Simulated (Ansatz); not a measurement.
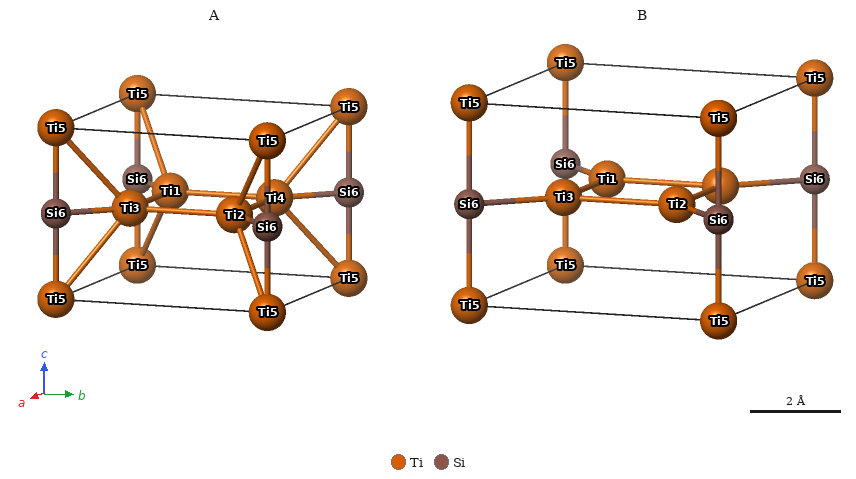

Two geometries of a crystal of Ti₅Si (a generated structure, set up in P4/mmm) (coarse preliminary run), drawn at one scale. One is the start of a relaxation, the other its converged end. A ball-and-stick model of the cell of the calculation, seen slightly off an axis.

Computed with Ansatz, DFT PBE, scalar-relativistic, plane waves, PAW. Set-up: plane-wave cutoff 420 eV; k-point mesh 4 × 4 × 4; occupations gaussian; smearing width 0.1 eV; no spin polarisation; cell and atoms relaxed; force threshold 0.04 eV/Å; at most 70 steps.

**Which of the two is the end point?**

Structure B is the relaxed one. After 6 accepted moves (8 points after the start) the energy has fallen by 2243 meV per atom. Largest force component: 9.4 eV/Å at the start, 0.036 eV/Å at the end. Pressure: 81.23 GPa at the start and −0.18 GPa at the end. At 2 points the geometry stayed and the basis and grid were re-selected for the new cell (energy shift of 49.5 meV per atom at most each time). The largest moves relative to the cell, 0.16 Å, are those of Ti1, Ti2, Ti3 and Ti4. Ti1 goes along [1 1 0]. Si stays in place. Cell: a = b 5.065 → 5.972 Å (+17.9 %), c 3.886 → 4.587 Å (+18.0 %). Volume +64.1 %. Among the contacts that change: Ti1–Ti3 2.568 → 3.261 Å, Ti1–Ti5 2.659 → 3.252 Å, Ti1–Si6 1.816 → 2.306 Å, Ti5–Si6 1.943 → 2.293 Å. The space group stays P4/mmm (No. 123).

Limits of the set-up: the k-point mesh is coarse for a cell with partly filled bands.
